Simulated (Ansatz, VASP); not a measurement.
# GaP (GaP(110)): VASP beside Ansatz

Wanted: the spread between two codes on one cell, functional and k mesh. The structure shown is the end of the VASP relaxation below.

Program: Ansatz 0.2.0. Level of theory: plane waves, with VASP 6.6.1 beside it; single point at PBE and band structure at PBE. Results are calculated unless marked as measured.

**1. Set-up**

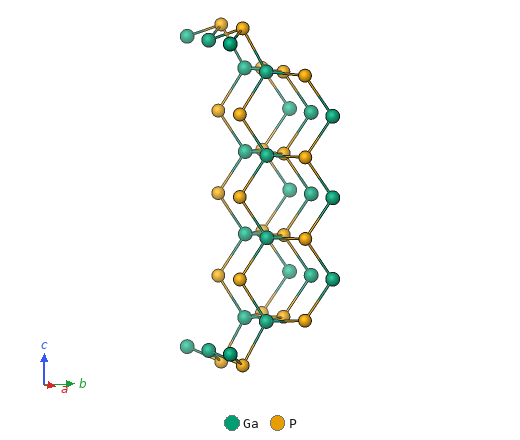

The cell as given, from the side, with the c axis up (gallium teal, phosphorus orange). 2×1×1 cells are drawn. Some periodic images of atoms are drawn too.

The cell holds 18 atoms: 9 Ga and 9 P. Cell: a = 3.874 Å, b = 5.479 Å, c = 31.744 Å, α = 90.0°, β = 90.0°, γ = 90.0°. It derives from GaP. As first built, before any earlier steps moved the atoms: 9 layers, strained by -1 % in the plane. Vacuum lies along c.

**2. VASP: relaxation, PBE**

This run makes the geometry at which the two programs are then compared.

Lines of VASP's logs that name or quote its potential files are left out, and so is its time.

The input, INCAR:

```
SYSTEM = GaP
PREC = Normal
ENCUT = 320
EDIFF = 1E-05
NELM = 120
ISMEAR = 0
SIGMA = 0.03
LREAL = Auto
ALGO = Fast
GGA = PE
NBANDS = 54
LORBIT = 11
LWAVE = .FALSE.
LCHARG = .FALSE.
KPAR = 2
NCORE = 2
IBRION = 2
NSW = 60
ISIF = 2
EDIFFG = -0.03
POTIM = 0.4
MAXMIX = 40
IDIPOL = 3
LDIPOL = .TRUE.
DIPOL = 0.5 0.5 0.5
```

The input, POSCAR:

```
GaP
1.0
    3.8739328474      0.0000000000      0.0000000000
    0.0000000000      5.4785683725      0.0000000000
    0.0000000000      0.0000000000     31.7439827532
Ga P
9 9
Direct
    0.0000000000      0.0000000000      0.2520162700
    0.5000000000      0.5000000000      0.3140122000
    0.0000000000      0.0000000000      0.3760081300
    0.5000000000      0.5000000000      0.4380040700
    0.0000000000      0.0000000000      0.5000000000
    0.5000000000      0.5000000000      0.5619959300
    0.0000000000      0.0000000000      0.6239918700
    0.5000000000      0.5000000000      0.6859878000
    0.0000000000      0.0000000000      0.7479837300
    0.0000000000      0.7500000000      0.3140122000
    0.5000000000      0.2500000000      0.2520162700
    0.0000000000      0.7500000000      0.4380040700
    0.5000000000      0.2500000000      0.3760081300
    0.0000000000      0.7500000000      0.5619959300
    0.5000000000      0.2500000000      0.5000000000
    0.0000000000      0.7500000000      0.6859878000
    0.5000000000      0.2500000000      0.6239918700
    0.5000000000      0.2500000000      0.7479837300
```

The input, KPOINTS:

```
Automatic mesh
0
Gamma
6 5 1
0 0 0
```

Potentials, in the order of the species: Ga and P (PBE family, release 64).

Command:

```sh
> mpirun -np 4 vasp_std
```

Numbers of over 12 decimals in the logs are rounded to 6 here.

What it wrote:

```text
[banner, memory and clock lines left out]
running    4 mpi-ranks, on    1 nodes
 distrk:  each k-point on    2 cores,    2 groups
 distr:  one band on    2 cores,    1 groups

 POSCAR found type information on POSCAR GaP
 POSCAR found :  2 types and      18 ions
 LDA part: xc-table for (Slater+PW92), standard interpolation
 POSCAR, INCAR and KPOINTS ok, starting setup
 FFT: planning ... GRIDC
 FFT: planning ... GRID_SOFT
 FFT: planning ... GRID
 WAVECAR not read
 entering main loop
       N       E                     dE             d eps       ncg     rms          rms(c)
DAV:   1     0.290923448043E+03    0.29092E+03   -0.19114E+04  1304   0.696E+02
DAV:   2    -0.470020601737E+02   -0.33793E+03   -0.32481E+03  1706   0.156E+02
DAV:   3    -0.805442849814E+02   -0.33542E+02   -0.33070E+02  1562   0.502E+01
DAV:   4    -0.819091946772E+02   -0.13649E+01   -0.13595E+01  1792   0.115E+01
DAV:   5    -0.819554016494E+02   -0.46207E-01   -0.46179E-01  1752   0.203E+00    0.147E+01
RMM:   6    -0.789738467424E+02    0.29816E+01   -0.39956E+00  1296   0.441E+00    0.869E+00
RMM:   7    -0.786674077925E+02    0.30644E+00   -0.46369E+00  1296   0.470E+00    0.267E+00
RMM:   8    -0.785668941135E+02    0.10051E+00   -0.84877E-01  1297   0.243E+00    0.678E-01
RMM:   9    -0.785391773679E+02    0.27717E-01   -0.74270E-02  1330   0.854E-01    0.280E-01
RMM:  10    -0.785423017350E+02   -0.31244E-02   -0.26189E-02  1535   0.409E-01    0.229E-01
RMM:  11    -0.785417264246E+02    0.57531E-03   -0.47308E-03  1302   0.190E-01    0.773E-02
RMM:  12    -0.785423122132E+02   -0.58579E-03   -0.16791E-03  1370   0.115E-01    0.501E-02
RMM:  13    -0.785425821233E+02   -0.26991E-03   -0.43763E-04  1441   0.550E-02    0.297E-02
RMM:  14    -0.785428100878E+02   -0.22796E-03   -0.18998E-04  1248   0.325E-02    0.153E-02
RMM:  15    -0.785428995725E+02   -0.89485E-04   -0.58865E-05  1029   0.166E-02    0.962E-03
RMM:  16    -0.785430040263E+02   -0.10445E-03   -0.26129E-05   938   0.123E-02    0.136E-02
RMM:  17    -0.785430541197E+02   -0.50093E-04   -0.21267E-05   919   0.970E-03    0.502E-03
RMM:  18    -0.785430733866E+02   -0.19267E-04   -0.11497E-05   904   0.647E-03    0.422E-03
RMM:  19    -0.785430996864E+02   -0.26300E-04   -0.43250E-06   785   0.451E-03    0.506E-03
RMM:  20    -0.785431234283E+02   -0.23742E-04   -0.25031E-06   664   0.348E-03    0.226E-03
RMM:  21    -0.785431417575E+02   -0.18329E-04   -0.13594E-06   625   0.304E-03    0.219E-03
RMM:  22    -0.785431532729E+02   -0.11515E-04   -0.50271E-07   472   0.227E-03    0.760E-04
RMM:  23    -0.785431556919E+02   -0.24190E-05   -0.16213E-07   447   0.218E-03
   1 F= -.78543156E+02 E0= -.78543156E+02  d E =-.785432E+02
[... from here on, the cycles between the ionic steps are left out ...]
   2 F= -.78951285E+02 E0= -.78951285E+02  d E =-.408129E+00
  12 F= -.79906359E+02 E0= -.79906359E+02  d E =-.826443E-02
  13 F= -.79906774E+02 E0= -.79906774E+02  d E =-.867953E-02
  14 F= -.79912141E+02 E0= -.79912141E+02  d E =-.536635E-02
  15 F= -.79912316E+02 E0= -.79912316E+02  d E =-.554162E-02
  16 F= -.79914539E+02 E0= -.79914539E+02  d E =-.222272E-02
  17 F= -.79915361E+02 E0= -.79915361E+02  d E =-.304489E-02
  18 F= -.79916888E+02 E0= -.79916888E+02  d E =-.152736E-02
  19 F= -.79917933E+02 E0= -.79917933E+02  d E =-.257230E-02
  20 F= -.79918796E+02 E0= -.79918796E+02  d E =-.862263E-03
  21 F= -.79919053E+02 E0= -.79919053E+02  d E =-.111981E-02
  22 F= -.79919079E+02 E0= -.79919079E+02  d E =-.114594E-02
 curvature:  -2.61 expect dE=-0.104E-02 dE for cont linesearch -0.218E-06
 trial: gam= 0.40045 g(F)=  0.398E-03 g(S)=  0.000E+00 ort = 0.116E-04 (trialstep = 0.179E+01)
 search vector abs. value=  0.665E-03
 bond charge predicted
       N       E                     dE             d eps       ncg     rms          rms(c)
DAV:   1    -0.799195250871E+02   -0.44864E-03   -0.18261E-02  1320   0.400E-01    0.578E-02
RMM:   2    -0.799196049420E+02   -0.79855E-04   -0.12626E-03  1297   0.120E-01    0.614E-02
RMM:   3    -0.799195927300E+02    0.12212E-04   -0.19813E-04  1322   0.546E-02    0.372E-02
RMM:   4    -0.799196122285E+02   -0.19498E-04   -0.46358E-05  1176   0.258E-02    0.268E-02
RMM:   5    -0.799196173346E+02   -0.51061E-05   -0.12643E-05   877   0.120E-02
  23 F= -.79919617E+02 E0= -.79919617E+02  d E =-.538097E-03
 trial-energy change:   -0.000538  1 .order   -0.000544   -0.000721   -0.000366
 step:   3.6434(harm=  3.6434)  dis= 0.00589  next Energy=   -79.919812 (dE=-0.733E-03)
 reached required accuracy - stopping structural energy minimisation
```

Parts of OUTCAR (step 2):

```text
ion  position               nearest neighbor table
   1  0.000  0.000  0.252-  11 2.37  11 2.37  10 2.40
   2  0.500  0.500  0.314-  10 2.37  10 2.37  13 2.40  11 2.40
   3  0.000  0.000  0.376-  13 2.37  13 2.37  10 2.40  12 2.40
   4  0.500  0.500  0.438-  12 2.37  12 2.37  15 2.40  13 2.40
   5  0.000  0.000  0.500-  15 2.37  15 2.37  12 2.40  14 2.40
   6  0.500  0.500  0.562-  14 2.37  14 2.37  15 2.40  17 2.40
   7  0.000  0.000  0.624-  17 2.37  17 2.37  16 2.40  14 2.40
   8  0.500  0.500  0.686-  16 2.37  16 2.37  18 2.40  17 2.40
   9  0.000  0.000  0.748-  18 2.37  18 2.37  16 2.40
  10  0.000  0.750  0.314-   2 2.37   2 2.37   3 2.40   1 2.40
  11  0.500  0.250  0.252-   1 2.37   1 2.37   2 2.40
  12  0.000  0.750  0.438-   4 2.37   4 2.37   5 2.40   3 2.40
  13  0.500  0.250  0.376-   3 2.37   3 2.37   2 2.40   4 2.40
  14  0.000  0.750  0.562-   6 2.37   6 2.37   5 2.40   7 2.40
  15  0.500  0.250  0.500-   5 2.37   5 2.37   6 2.40   4 2.40
  16  0.000  0.750  0.686-   8 2.37   8 2.37   9 2.40   7 2.40
  17  0.500  0.250  0.624-   7 2.37   7 2.37   8 2.40   6 2.40
  18  0.500  0.250  0.748-   9 2.37   9 2.37   8 2.40

  LATTYP: Found a simple orthorhombic cell.
 ALAT       =     3.8739328474
 B/A-ratio  =     1.4142135624
 C/A-ratio  =     8.1942521989

 Subroutine GETGRP returns: Found  4 space group operations
 (whereof  4 operations were pure point group operations)

The static configuration has the point symmetry C_2v.

 Found     12 irreducible k-points:

   k-points           NKPTS =     12   k-points in BZ     NKDIM =     12   number of bands    NBANDS=     54

   dimension x,y,z NGX =    18 NGY =   24 NGZ =  140
   dimension x,y,z NGXF=    36 NGYF=   48 NGZF=  280

   ENCUT  =  320.0 eV  23.52 Ry    4.85 a.u.   5.65  7.99 46.30*2*pi/ulx,y,z

   NELECT =      72.0000    total number of electrons

 k-points in reciprocal lattice and weights: Automatic mesh
   0.00000000  0.00000000  0.00000000       0.033
   0.16666667  0.00000000  0.00000000       0.067
   0.33333333  0.00000000  0.00000000       0.067
   0.50000000  0.00000000  0.00000000       0.033
   0.00000000  0.20000000  0.00000000       0.067
   0.16666667  0.20000000  0.00000000       0.133
   0.33333333  0.20000000  0.00000000       0.133
   0.50000000  0.20000000  0.00000000       0.067
   0.00000000  0.40000000  0.00000000       0.067
   0.16666667  0.40000000  0.00000000       0.133
   0.33333333  0.40000000  0.00000000       0.133
   0.50000000  0.40000000  0.00000000       0.067

 dipolmoment           0.000000      0.000000      0.000000 electrons x Angstroem

 average (electrostatic) potential at core
       1 -17.8971       2 -17.6449       3 -17.6623       4 -17.6559       5 -17.6522
       6 -17.6559       7 -17.6623       8 -17.6449       9 -17.8971      10 -88.6557
      11 -88.2377      12 -88.6139      13 -88.5849      14 -88.6139      15 -88.6066
      16 -88.6557      17 -88.5849      18 -88.2377

 E-fermi :  -0.4528

 k-point     1 :       0.0000    0.0000    0.0000
  band No.  band energies     occupation
    ...
     32      -0.9316      2.00000
     33      -0.9116      2.00000
     34      -0.8012      2.00000
     35      -0.6918      2.00000
     36      -0.5956      2.00000
     37       1.0247      0.00000
     38       1.2126      0.00000
     39       1.3499      0.00000
     40       1.4090      0.00000
     41       1.5502      0.00000
    ...

 k-point     2 :       0.1667    0.0000    0.0000
  band No.  band energies     occupation
    ...
     32      -1.7949      2.00000
     33      -1.5365      2.00000
     34      -1.4561      2.00000
     35      -1.1823      2.00000
     36      -1.0155      2.00000
     37       1.3426      0.00000
     38       1.6983      0.00000
     39       1.8326      0.00000
     40       2.2114      0.00000
     41       2.3473      0.00000
    ...

 k-point     3 :       0.3333    0.0000    0.0000
  band No.  band energies     occupation
    ...
     32      -2.3571      2.00000
     33      -2.1848      2.00000
     34      -1.8850      2.00000
     35      -1.5673      2.00000
     36      -1.3022      2.00000
     37       0.9066      0.00000
     38       1.0543      0.00000
     39       1.4538      0.00000
     40       1.7065      0.00000
     41       1.9269      0.00000
    ...

  Total        2.1174865      1.8112347     -0.4643770      0.0000000      0.0000000      0.0000000
  in kB        5.0355932      4.3072960     -1.1043346      0.0000000      0.0000000      0.0000000
  external PRESSURE =       2.7461849 kB  Pullay stress =       0.0000000 kB

  energy-cutoff  :      320.00
  volume of cell :      673.72
      direct lattice vectors                 reciprocal lattice vectors
     3.873932847  0.000000000  0.000000000     0.258135605  0.000000000  0.000000000
     0.000000000  5.478568372  0.000000000     0.000000000  0.182529437  0.000000000
     0.000000000  0.000000000 31.743982753     0.000000000  0.000000000  0.031502033

 POSITION                                       TOTAL-FORCE (eV/Angst)
 -----------------------------------------------------------------------------------
      0.00000      0.31678      8.41255        -0.000000      0.007125      0.003326
      1.93697      2.64694      9.87077        -0.000000      0.017052      0.007450
      0.00000      5.41918     11.95506         0.000000     -0.004384      0.001898
      1.93697      2.67606     13.89160        -0.000000     -0.011503     -0.016401
      0.00000      5.42593     15.87199        -0.000000     -0.003853      0.000000
      1.93697      2.67606     17.85238        -0.000000     -0.011503      0.016401
      0.00000      5.41918     19.78892         0.000000     -0.004384     -0.001898
      1.93697      2.64694     21.87321        -0.000000      0.017052     -0.007450
      0.00000      0.31678     23.33144        -0.000000      0.007125     -0.003326
      0.00000      4.03835      9.98146        -0.000000      0.011363      0.000301
      1.93697      1.47398      7.76844         0.000000     -0.011284      0.022146
      3.87393      4.05768     13.91237        -0.000000      0.009396     -0.007536
      1.93697      1.33252     11.90653        -0.000000     -0.022487      0.000027
      0.00000      4.05768     17.83162        -0.000000      0.009396      0.007536
      1.93697      1.32790     15.87199        -0.000000      0.013300      0.000000
      0.00000      4.03835     21.76253         0.000000      0.011363     -0.000301
      1.93697      1.33252     19.83745        -0.000000     -0.022487     -0.000027
      1.93697      1.47398     23.97554         0.000000     -0.011284     -0.022146
 -----------------------------------------------------------------------------------
    total drift:                               -0.000000     -0.010715      0.000009

  FREE ENERGIE OF THE ION-ELECTRON SYSTEM (eV)
  ---------------------------------------------------
  free  energy   TOTEN  =       -79.9196173346 eV

  energy  without entropy=      -79.9196173346  energy(sigma->0) =      -79.91961733

 reached required accuracy - stopping structural energy minimisation

 vacuum level on the upper side and lower side of the slab         4.605         4.605

 total charge
# of ion       s       p       d       tot
------------------------------------------
    1        1.135   1.065   0.127   2.327
    2        1.064   1.204   0.157   2.425
    3        1.068   1.225   0.156   2.450
    4        1.068   1.228   0.158   2.454
    5        1.068   1.236   0.159   2.463
    6        1.068   1.228   0.158   2.454
    7        1.068   1.225   0.156   2.450
    8        1.064   1.204   0.157   2.425
    9        1.135   1.065   0.127   2.327
   10        1.029   1.506   0.000   2.534
   11        1.074   1.418   0.000   2.492
   12        1.025   1.512   0.000   2.537
   13        1.027   1.502   0.000   2.529
   14        1.025   1.512   0.000   2.537
   15        1.025   1.510   0.000   2.535
   16        1.029   1.506   0.000   2.534
   17        1.027   1.502   0.000   2.529
   18        1.074   1.418   0.000   2.492
--------------------------------------------------
tot         19.073  24.068   1.354  44.494

[... 3 further parts left out ...]
```

CONTCAR:

```
GaP
   1.00000000000000
     3.8739328473999999    0.0000000000000000    0.0000000000000000
     0.0000000000000000    5.4785683724999998    0.0000000000000000
     0.0000000000000000    0.0000000000000000   31.7439827532000010
  Ga              P
     9     9
Direct
     0.0000000000000000    0.0578214216684065    0.2650123308052780
     0.5000000000000000    0.4831435860925441    0.3109494348398546
     0.0000000000000000    0.9891603783983715    0.3766087049716312
     0.5000000000000000    0.4884590626161542    0.4376136398621482
     0.0000000000000000    0.9903910970939148    0.5000000000000000
     0.5000000000000000    0.4884590626161542    0.5623863601378517
     0.0000000000000000    0.9891603783983715    0.6233912950283688
     0.5000000000000000    0.4831435860925441    0.6890505651601455
     0.0000000000000000    0.0578214216684065    0.7349876691947218
     0.0000000000000000    0.7371168691903128    0.3144361504296172
     0.5000000000000000    0.2690444722135080    0.2447217998089670
     1.0000000000000000    0.7406454044522492    0.4382678650005970
     0.5000000000000000    0.2432232401796662    0.3750800348757846
     0.0000000000000000    0.7406454044522492    0.5617321349994031
     0.5000000000000000    0.2423800332836608    0.5000000000000000
     0.0000000000000000    0.7371168691903128    0.6855638495703826
     0.5000000000000000    0.2432232401796662    0.6249199651242155
     0.5000000000000000    0.2690444722135080    0.7552782001910328
```

[end of part 1 of 3]

[Lines on the potential files, build, host, timing and source positions are cut from VASP's logs without a mark.]

[Logs are printed without paths, hosts, clocks, repeated set-up lines and the standing remarks that a program may print on its own settings, such as how far it seeks lower states.]

[Hosts, paths, dates, database ids (printed as entryN), source tags and the programs' standing remarks are cut or masked in the printed files.]
